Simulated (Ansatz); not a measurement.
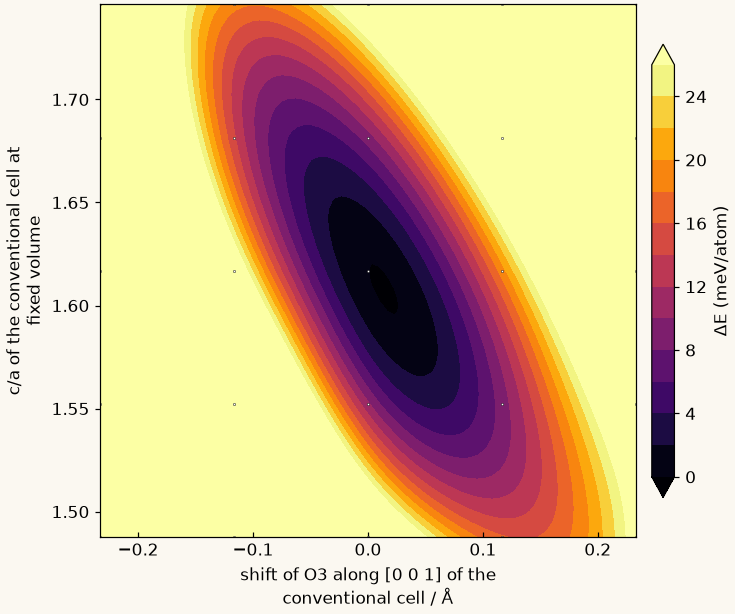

ZnO (P6_3mc, No. 186; 4 atoms in the cell). The energy is mapped over a free internal coordinate and the cell. The first coordinate is: shift of O3 along [0 0 1] of the conventional cell, Cartesian (0 0 1), its symmetry partners moved as symmetry demands (measured in the relaxed cell); the second: c/a of the conventional cell at fixed volume. Nothing is relaxed (all other coordinates fixed). Grid: 5 × 5 points. Points are written as (first, second). Energies: meV/atom, counted from the lowest grid point. Theory: Ansatz, DFT LDA, scalar-relativistic, plane waves, PAW. Settings: cutoff 520 eV, k-mesh 12×12×6 in the order of the run's cell vectors, gaussian smearing 0.05 eV, no spin polarisation.

The picture shows filled contours, dots at the grid points, one colour for all values above the top of the scale. Between grid points the surface is interpolated.

**Where is the minimum, and how stiff is the well along each coordinate?**

The interpolated minimum is at the first coordinate ≈ 0.000 Å, the second coordinate ≈ 1.617. The curvatures there are about 14 eV/Å² and 18 eV, with a cross term of about 12 eV/Å (per cell of 4 atoms). Round the minimum the valley is strongly tilted: raising the first coordinate shifts the best value of the second coordinate downwards (coupling k₁₂/√(k₁₁k₂₂) about 0.8).

PAW datasets: the set soft_1.
